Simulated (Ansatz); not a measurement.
Run report: NiSi₂, geometry relaxation (part 2 of 3)

NiSi₂ (I4/mmm, 3 atoms in the cell); DFT, PBE, PAW with Ansatz's default frozen-core files, scalar-relativistic, no spin polarisation (Ansatz 0.2.0); cutoff 420 eV, 14×14×14 k-mesh, Fermi–Dirac smearing of 0.05 eV. The structure was built on a prototype by a generator; it need not be a known phase. It belongs to a series of runs on one base structure; here: cell relaxed at zero pressure.

Geometry of the input (Å; fractional positions):
```
-1.4781  1.4781  3.6213
1.4781  -1.4781  3.6213
1.4781  1.4781  -3.6213
Ni 0.0000  0.0000  0.0000
Si 0.3350  0.3350  0.0000
Si -0.3350  -0.3350  -0.0000
```

Log, continued:
```
SCF iter   1: F=—  HF=-7111.279274 eV  |F-HF|=—  |Δ(HF+E_count)|=         —  Δρ=1.58e-4  dr2=1.04e-5  ethr=3.71e-8  ⟨swp⟩=2.2  Hψ=25023  notcnv=0
preconditioner: auto → Kerker (q_TF=auto, 2.558 Å⁻¹)  [metal: Δε(μ)=0.009 eV  Ē_g=7.482 eV  σ=0.050 eV  W_gap=0.05  n_scr=10 (ndim 8)  ℏωp=25.4 eV  f_vac=0.000  D(μ)=1.67/eV (n_scr^D=14)]
SCF iter   2: F=—  HF=-7111.279264 eV  |F-HF|=—  |Δ(HF+E_count)|=   9.71e-6  Δρ=9.15e-5  dr2=4.20e-6  ethr=3.71e-8  ⟨swp⟩=1.0  Hψ=4148  notcnv=0
SCF iter   3: F=—  HF=-7111.279262 eV  |F-HF|=—  |Δ(HF+E_count)|=   1.36e-6  Δρ=1.86e-5  dr2=7.38e-8  ethr=1.62e-8  ⟨swp⟩=2.1  Hψ=5947  notcnv=0
iter 4 did not close the SCF: its close was put off for the readings that it lacked (scf_convergence_deferred on its scf_iter line)
SCF iter   4: F=-7111.279262 eV  HF=-7111.279262 eV  |F-HF|=3.29e-9  |Δ(HF+E_count)|=   1.16e-8  Δρ=5.06e-6  dr2=7.63e-9  ethr=2.84e-10  ⟨swp⟩=2.3  Hψ=7373  notcnv=0
iter 5 did not close the SCF: its close was put off for the readings that it lacked (scf_convergence_deferred on its scf_iter line)
SCF iter   5: F=-7111.279262 eV  HF=-7111.279262 eV  |F-HF|=3.25e-10  |Δ(HF+E_count)|=  4.16e-10  Δρ=1.71e-6  dr2=9.50e-10  ethr=2.94e-11  ⟨swp⟩=1.5  Hψ=4271  notcnv=0
SCF iter   6: F=-7111.279262 eV  HF=-7111.279262 eV  |F-HF|=9.09e-12  |Δ(HF+E_count)|=  3.82e-11  Δρ=2.26e-7  dr2=2.04e-11  ethr=3.65e-12  ⟨swp⟩=5.1  Hψ=24224  notcnv=0
SCF 7 converged in 6 iterations: F = -7111.279262 eV  dr2 = 2.04e-11
relax step   7: F+E_penalty+E_count = -7111.27926246 eV  Δ(F+E_penalty+E_count) = -2.108e-5 eV  max|allowed force component| = 2.185e-4 eV/Å  Δτ_max = 0.0006 Å  P = -0.004 GPa  Ω = 38.319 Å³  energy of the carried Pulay correction = -2.057e-3 eV  (6 SCF iters, accepted)
Initial wavefunctions: pseudopotential atomic-orbital guess (no wavefunctions were taken with the density)
iter 1 solved again at ethr=5.34e-7 eV; its pass at ethr=3.10e-3 eV (dr2=1.39e-4 eV) is discarded
SCF iter   1: F=—  HF=-7111.291493 eV  |F-HF|=—  |Δ(HF+E_count)|=         —  Δρ=2.09e-3  dr2=6.95e-5  ethr=5.34e-7  ⟨swp⟩=2.7  Hψ=30874  notcnv=0
preconditioner: auto → Kerker (q_TF=auto, 2.558 Å⁻¹)  [metal: Δε(μ)=0.009 eV  Ē_g=7.481 eV  σ=0.050 eV  W_gap=0.04  n_scr=10 (ndim 8)  ℏωp=25.4 eV  f_vac=0.000  D(μ)=1.67/eV (n_scr^D=14)]
SCF iter   2: F=—  HF=-7111.294093 eV  |F-HF|=—  |Δ(HF+E_count)|=   2.60e-3  Δρ=1.35e-3  dr2=1.94e-4  ethr=2.67e-7  ⟨swp⟩=2.0  Hψ=7331  notcnv=0
SCF iter   3: F=—  HF=-7111.294927 eV  |F-HF|=—  |Δ(HF+E_count)|=   8.34e-4  Δρ=2.81e-4  dr2=1.02e-5  ethr=2.67e-7  ⟨swp⟩=1.6  Hψ=5016  notcnv=0
SCF iter   4: F=—  HF=-7111.294953 eV  |F-HF|=—  |Δ(HF+E_count)|=   2.61e-5  Δρ=2.44e-5  dr2=1.03e-7  ethr=3.91e-8  ⟨swp⟩=2.0  Hψ=5571  notcnv=0
SCF iter   5: F=—  HF=-7111.294952 eV  |F-HF|=—  |Δ(HF+E_count)|=   8.88e-7  Δρ=1.27e-5  dr2=5.48e-8  ethr=3.96e-10  ⟨swp⟩=2.0  Hψ=7318  notcnv=0
SCF iter   6: F=—  HF=-7111.294952 eV  |F-HF|=—  |Δ(HF+E_count)|=   3.12e-9  Δρ=3.51e-6  dr2=4.20e-9  ethr=2.11e-10  ⟨swp⟩=1.0  Hψ=4148  notcnv=0
SCF iter   7: F=—  HF=-7111.294952 eV  |F-HF|=—  |Δ(HF+E_count)|=  5.91e-10  Δρ=7.60e-7  dr2=2.35e-10  ethr=1.61e-11  ⟨swp⟩=1.1  Hψ=4202  notcnv=0
SCF iter   8: F=-7111.294952 eV  HF=-7111.294952 eV  |F-HF|=0.00e0  |Δ(HF+E_count)|=  5.46e-12  Δρ=9.75e-8  dr2=1.63e-12  ethr=1.00e-12  ⟨swp⟩=5.9  Hψ=19776  notcnv=0
SCF 8 converged in 8 iterations: F = -7111.294952 eV  dr2 = 1.63e-12
relax step   8: F+E_penalty+E_count = -7111.29495215 eV  Δ(F+E_penalty+E_count) = -1.569e-2 eV  max|allowed force component| = 1.397e-3 eV/Å  Δτ_max = 0.0000 Å  P = +0.799 GPa  Ω = 38.319 Å³  stress off target by 1.14e0 GPa  SCF on the basis re-selected at this cell (its energy is not comparable with the rows above)  (8 SCF iters)
basis re-selected at this cell: Δ(F+E_penalty+E_count) = -1.569e-2 eV, ΔP = +0.803 GPa vs the last step (what re-selecting the basis moved, of the pressure what is left beyond the Pulay correction that the steps carried, after the strain that the cell walked since its last selection, with what the two solves' SCF thresholds leave and, on support functions, any second-order correction that the steps lacked; it is no measure of the basis error at this ecutwfc). This SCF's stress stands 1.14e0 GPa from its target on what of the cell is left free (relax.cell.stress_tol is 5.00e-2 GPa) and its largest allowed force component is 1.40e-3 eV/Å (relax.f_tol is 5.00e-3 eV/Å): not within both, so this SCF does not close the relaxation
Crystal: 3 atoms, lattice volume = 38.543 Å³
Basis set: ecut = 420 eV, 759 PW (Γ), exchange–correlation on 60×60×60 points (8 copies of the dense FFT grid, shifted against one another)
iter 1 solved again at ethr=1.38e-6 eV; its pass at ethr=3.10e-3 eV (dr2=3.60e-4 eV) is discarded
SCF iter   1: F=—  HF=-7111.296368 eV  |F-HF|=—  |Δ(HF+E_count)|=         —  Δρ=1.17e-3  dr2=3.32e-4  ethr=1.38e-6  ⟨swp⟩=2.0  Hψ=24489  notcnv=0
preconditioner: auto → Kerker (q_TF=auto, 2.555 Å⁻¹)  [metal: Δε(μ)=0.008 eV  Ē_g=7.461 eV  σ=0.050 eV  W_gap=0.04  n_scr=10 (ndim 8)  ℏωp=25.4 eV  f_vac=0.000  D(μ)=1.71/eV (n_scr^D=14)]
SCF iter   2: F=—  HF=-7111.296316 eV  |F-HF|=—  |Δ(HF+E_count)|=   5.23e-5  Δρ=5.26e-4  dr2=8.28e-5  ethr=1.28e-6  ⟨swp⟩=1.0  Hψ=4148  notcnv=0
SCF iter   3: F=—  HF=-7111.296278 eV  |F-HF|=—  |Δ(HF+E_count)|=   3.75e-5  Δρ=1.54e-4  dr2=8.17e-6  ethr=3.19e-7  ⟨swp⟩=1.8  Hψ=5766  notcnv=0
SCF iter   4: F=—  HF=-7111.296277 eV  |F-HF|=—  |Δ(HF+E_count)|=   1.64e-6  Δρ=4.71e-5  dr2=5.37e-7  ethr=3.14e-8  ⟨swp⟩=2.5  Hψ=6305  notcnv=0
iter 5 did not close the SCF: its close was put off for the readings that it lacked (scf_convergence_deferred on its scf_iter line)
SCF iter   5: F=-7111.296277 eV  HF=-7111.296277 eV  |F-HF|=1.88e-8  |Δ(HF+E_count)|=   7.72e-8  Δρ=1.10e-5  dr2=2.65e-8  ethr=2.07e-9  ⟨swp⟩=1.3  Hψ=4684  notcnv=0
SCF iter   6: F=-7111.296277 eV  HF=-7111.296277 eV  |F-HF|=4.58e-10  |Δ(HF+E_count)|=   2.40e-9  Δρ=2.13e-6  dr2=1.41e-9  ethr=1.02e-10  ⟨swp⟩=5.3  Hψ=24892  notcnv=0
SCF 9 converged in 6 iterations: F = -7111.296277 eV  dr2 = 1.41e-9
relax step   9: F+E_penalty+E_count = -7111.29627674 eV  Δ(F+E_penalty+E_count) = -1.325e-3 eV  max|allowed force component| = 1.619e-4 eV/Å  Δτ_max = 0.0008 Å  P = +0.126 GPa  Ω = 38.543 Å³  energy of the carried Pulay correction = -5.449e-5 eV  (6 SCF iters, dr2 threshold 3.00e-7 eV, accepted)
Crystal: 3 atoms, lattice volume = 38.587 Å³
iter 1 solved again at ethr=6.17e-8 eV; its pass at ethr=3.10e-3 eV (dr2=1.60e-5 eV) is discarded
SCF iter   1: F=—  HF=-7111.296319 eV  |F-HF|=—  |Δ(HF+E_count)|=         —  Δρ=2.37e-4  dr2=1.40e-5  ethr=6.17e-8  ⟨swp⟩=2.0  Hψ=23853  notcnv=0
preconditioner: auto → Kerker (q_TF=auto, 2.555 Å⁻¹)  [metal: Δε(μ)=0.006 eV  Ē_g=7.455 eV  σ=0.050 eV  W_gap=0.03  n_scr=10 (ndim 8)  ℏωp=25.4 eV  f_vac=0.000  D(μ)=1.72/eV (n_scr^D=14)]
SCF iter   2: F=—  HF=-7111.296309 eV  |F-HF|=—  |Δ(HF+E_count)|=   9.78e-6  Δρ=1.09e-4  dr2=3.65e-6  ethr=5.40e-8  ⟨swp⟩=1.0  Hψ=4148  notcnv=0
SCF iter   3: F=—  HF=-7111.296308 eV  |F-HF|=—  |Δ(HF+E_count)|=   1.03e-6  Δρ=3.05e-5  dr2=3.23e-7  ethr=1.40e-8  ⟨swp⟩=1.9  Hψ=5807  notcnv=0
iter 4 did not close the SCF: its close was put off for the readings that it lacked (scf_convergence_deferred on its scf_iter line)
SCF iter   4: F=-7111.296308 eV  HF=-7111.296308 eV  |F-HF|=1.41e-8  |Δ(HF+E_count)|=   6.43e-8  Δρ=9.83e-6  dr2=2.30e-8  ethr=1.24e-9  ⟨swp⟩=2.5  Hψ=6338  notcnv=0
iter 5 did not close the SCF: its close was put off for the readings that it lacked (scf_convergence_deferred on its scf_iter line)
SCF iter   5: F=-7111.296308 eV  HF=-7111.296308 eV  |F-HF|=6.48e-10  |Δ(HF+E_count)|=   3.02e-9  Δρ=2.20e-6  dr2=1.01e-9  ethr=8.86e-11  ⟨swp⟩=1.4  Hψ=4810  notcnv=0
SCF iter   6: F=-7111.296308 eV  HF=-7111.296308 eV  |F-HF|=1.55e-11  |Δ(HF+E_count)|=  1.14e-10  Δρ=4.45e-7  dr2=6.27e-11  ethr=3.87e-12  ⟨swp⟩=4.5  Hψ=22080  notcnv=0
SCF 10 converged in 6 iterations: F = -7111.296308 eV  dr2 = 6.27e-11
relax step  10: F+E_penalty+E_count = -7111.29630775 eV  Δ(F+E_penalty+E_count) = -3.101e-5 eV  max|allowed force component| = 4.536e-4 eV/Å  Δτ_max = 0.0001 Å  P = -0.002 GPa  Ω = 38.587 Å³  energy of the carried Pulay correction = -6.571e-5 eV  (6 SCF iters, dr2 threshold 8.78e-8 eV, accepted)
iter 1 solved again at ethr=4.74e-7 eV; its pass at ethr=3.10e-3 eV (dr2=1.23e-4 eV) is discarded
SCF iter   1: F=—  HF=-7111.296307 eV  |F-HF|=—  |Δ(HF+E_count)|=         —  Δρ=2.71e-4  dr2=5.88e-7  ethr=4.74e-7  ⟨swp⟩=2.7  Hψ=31000  notcnv=0
preconditioner: auto → Kerker (q_TF=auto, 2.555 Å⁻¹)  [metal: Δε(μ)=0.006 eV  Ē_g=7.454 eV  σ=0.050 eV  W_gap=0.03  n_scr=10 (ndim 8)  ℏωp=25.4 eV  f_vac=0.000  D(μ)=1.72/eV (n_scr^D=14)]
SCF iter   2: F=—  HF=-7111.296353 eV  |F-HF|=—  |Δ(HF+E_count)|=   4.57e-5  Δρ=1.38e-4  dr2=1.52e-7  ethr=2.26e-9  ⟨swp⟩=1.9  Hψ=5054  notcnv=0
SCF iter   3: F=—  HF=-7111.296372 eV  |F-HF|=—  |Δ(HF+E_count)|=   1.90e-5  Δρ=9.07e-7  dr2=7.08e-11  ethr=5.85e-10  ⟨swp⟩=1.0  Hψ=4148  notcnv=0
iter 4 did not close the SCF: its close was put off for the readings that it lacked (scf_convergence_deferred on its scf_iter line)
SCF iter   4: F=-7111.296372 eV  HF=-7111.296372 eV  |F-HF|=1.18e-11  |Δ(HF+E_count)|=  4.06e-10  Δρ=1.99e-7  dr2=1.37e-11  ethr=1.00e-12  ⟨swp⟩=2.0  Hψ=7087  notcnv=0
iter 5 did not close the SCF: its close was put off for the readings that it lacked (scf_convergence_deferred on its scf_iter line)
SCF iter   5: F=-7111.296372 eV  HF=-7111.296372 eV  |F-HF|=3.64e-12  |Δ(HF+E_count)|=  1.82e-12  Δρ=1.50e-7  dr2=5.31e-12  ethr=1.00e-12  ⟨swp⟩=1.0  Hψ=4148  notcnv=0
iter 6 did not close the SCF: its close was put off for the readings that it lacked (scf_convergence_deferred on its scf_iter line)
SCF iter   6: F=-7111.296372 eV  HF=-7111.296372 eV  |F-HF|=6.37e-12  |Δ(HF+E_count)|=  1.82e-12  Δρ=4.19e-8  dr2=3.77e-13  ethr=1.00e-12  ⟨swp⟩=1.0  Hψ=4148  notcnv=0
iter 7 did not close the SCF: its close was put off for the readings that it lacked (scf_convergence_deferred on its scf_iter line)
SCF iter   7: F=-7111.296372 eV  HF=-7111.296372 eV  |F-HF|=1.82e-12  |Δ(HF+E_count)|=  2.73e-12  Δρ=8.48e-9  dr2=1.62e-14  ethr=1.00e-12  ⟨swp⟩=1.0  Hψ=4148  notcnv=0
SCF iter   8: F=-7111.296372 eV  HF=-7111.296372 eV  |F-HF|=9.09e-13  |Δ(HF+E_count)|=  9.09e-13  Δρ=1.24e-9  dr2=3.78e-16  ethr=1.00e-12  ⟨swp⟩=3.0  Hψ=14500  notcnv=0
SCF 11 converged in 8 iterations: F = -7111.296372 eV  dr2 = 3.78e-16
relax step  11: F+E_penalty+E_count = -7111.29637153 eV  Δ(F+E_penalty+E_count) = -6.378e-5 eV  max|allowed force component| = 4.430e-4 eV/Å  Δτ_max = 0.0000 Å  P = -0.004 GPa  Ω = 38.587 Å³  stress off target by 1.82e-2 GPa  SCF on the basis re-selected at this cell (its energy is not comparable with the rows above)  (8 SCF iters)
```

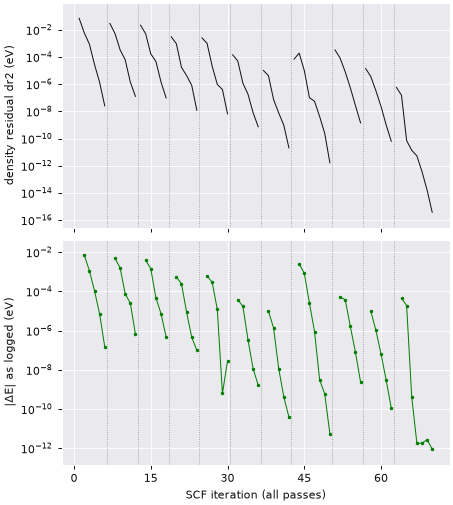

Convergence of the self-consistent field: density residual dr2 and size of the energy change against the SCF iteration. The dotted lines part the SCF passes of the relaxation: geometry steps, rejected trials and re-solves on a re-selected basis. The 11 passes take 6 to 8 iterations each, 70 in all.

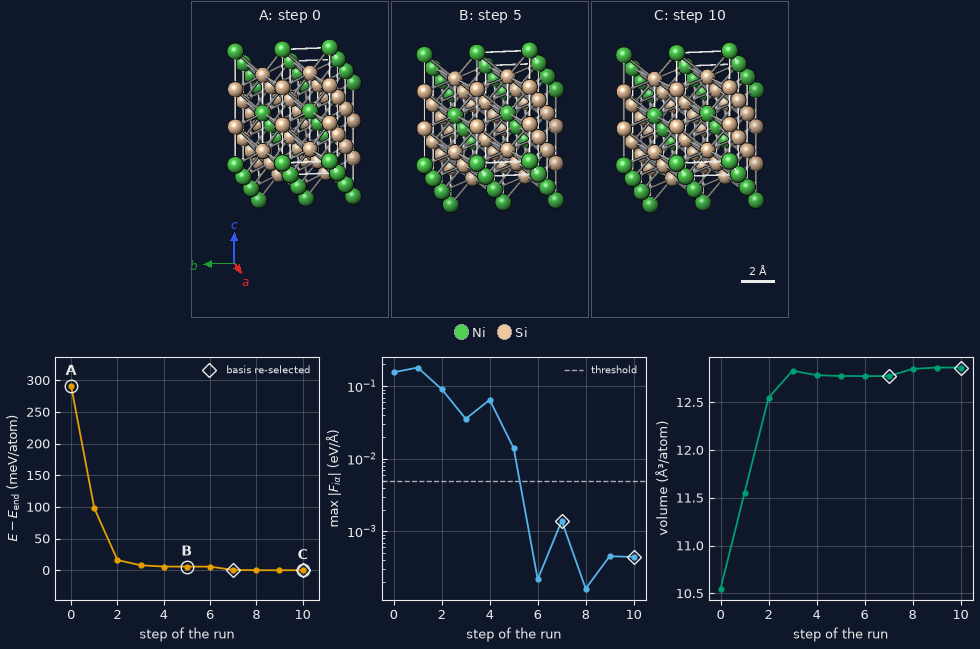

Frames of the relaxation (ball-and-stick view of the cell 2 times as large as that of the calculation, set on its symmetry axes, repeated 3 × 2 × 1, seen at an oblique angle) above the curves, on which the letters mark them (the first geometry is step 0 here and step 1 in the log).

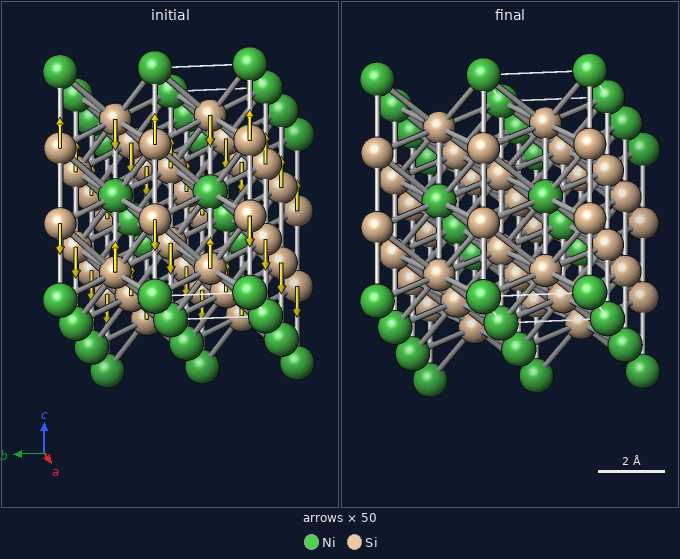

Before (left) and after (right) the relaxation, at one scale (ball-and-stick view of the cell 2 times as large as that of the calculation, set on its symmetry axes, repeated 3 × 2 × 1, seen at an oblique angle). The yellow arrows give the displacements (without the part carried along by the change of the cell), magnified 50 times. The largest moves relative to the cell, 0.020 Å, are those of Si2 and Si3. Ni stays in place. Cell: a = b 2.956 → 3.312 Å (+12.0 %), c 7.243 → 7.034 Å (−2.9 %). Volume +21.9 %. Among the contacts that change: Ni1–Si2 2.408 → 2.623 Å, Si2–Si3 2.426 → 2.612 Å. The space group stays I4/mmm (No. 139). Over 8 geometry steps the energy falls by 291 meV per atom. The largest force component goes from 0.16 to 0.00044 eV/Å. Pressure: 39.88 GPa at the start and 0.00 GPa at the end. The basis was re-selected once at an unchanged geometry, which shifts the energy a little without any move. The energy change given includes the shifts at the re-selections in mid-walk, which come without any move. A last SCF at the same geometry on a re-selected plane-wave basis shifts the energy by next to nothing (0.0 meV per atom). (Atoms are counted from 1 in the order of the input.)

```
basis re-selected at this cell: Δ(F+E_penalty+E_count) = -6.378e-5 eV, ΔP = -0.002 GPa vs the last step (what re-selecting the basis moved, of the pressure what is left beyond the Pulay correction that the steps carried, after the strain that the cell walked since its last selection, with what the two solves' SCF thresholds leave and, on support functions, any second-order correction that the steps lacked; it is no measure of the basis error at this ecutwfc). This SCF's stress stands 1.82e-2 GPa from its target on what of the cell is left free (relax.cell.stress_tol is 5.00e-2 GPa) and its largest allowed force component is 4.43e-4 eV/Å (relax.f_tol is 5.00e-3 eV/Å): within both
SCF converged after 8 iterations
Free energy (F): -7111.296372 eV
Harris-Foulkes:  -7111.296372 eV  (|F-HF|=9.09e-13)
Internal energy: -7111.282465 eV  (E = F + TS)
E sigma→0 (E₀):  -7111.289418 eV
Entropy (-TS):   -0.013907 eV (-4.636 meV/atom)
Fermi energy:    13.584758 eV
```
